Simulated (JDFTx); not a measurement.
Input

```
lattice \
    0.0000000000     5.5378424082     5.5378424082 \
    5.5378424082     0.0000000000     5.5378424082 \
    5.5378424082     5.5378424082     0.0000000000
coords-type Lattice
ion In     0.0000000000     0.0000000000     0.0000000000 1
ion P      0.7500000000     0.7500000000     0.7500000000 1

ion-species pseudo/In.upf
ion-species pseudo/P.upf
elec-cutoff 35 280
elec-ex-corr gga-PBE
kpoint-folding 8 8 8
elec-smearing Fermi 0.0018374661
elec-n-bands 15
electronic-SCF nIterations 100 energyDiffThreshold 1e-09
electronic-minimize nIterations 30 energyDiffThreshold 1e-7
converge-empty-states yes
forces-output-coords Cartesian

dump-name run.$VAR
dump End Ecomponents EigStats BandEigs Kpoints Forces Stress ElecDensity Dtot KEdensity
```

Command:

```sh
jdftx -c 1 -i InP.in -o InP.out
```

Below, planes, directions and counts refer to the conventional cell (a = 5.86 Å, b = 5.86 Å, c = 5.86 Å, α = 90.00°, β = 90.00°, γ = 90.00°).

Space group F-43m; computed pressure about 3 GPa in this cell.

All numbers below come from Kohn-Sham DFT of a periodic cell, PBE, PseudoDojo-SR-PBE-0.5-standard in JDFTx.

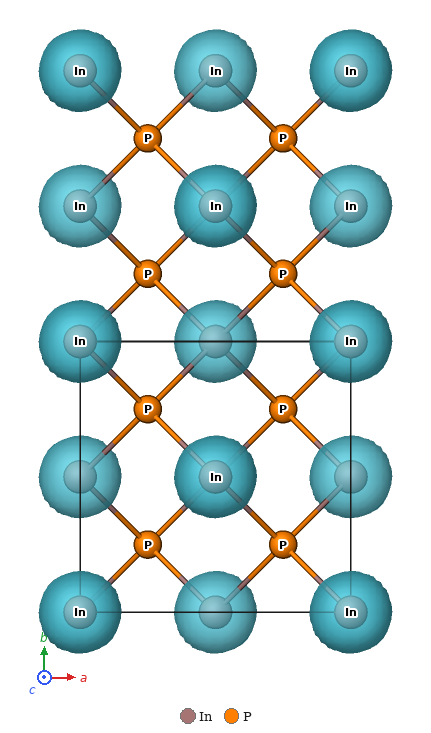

InP. Isosurface of the valence charge density (pseudo) at 0.8 e/Å³ (cyan), seen along the c axis. Sticks mark near contacts.

In a pseudopotential calculation such maps are meaningful between the atoms, not at the nuclei.

### Which contacts does the surface bridge?

At this value the density breaks into separate islands; it holds about 50 % of the electrons treated as valence. It bridges none of the near contacts. It is pinched off along the sampled In–P (2.54 Å) contacts. On the grid the lowest density along these lines, outside the cores, is 0.45 e/Å³ (In–P, 2.54 Å).

### Metal or insulator at this level of theory?

It is gapped, with a Kohn–Sham gap of 0.71 eV on the k-point mesh, an upper bound to the gap of this method.
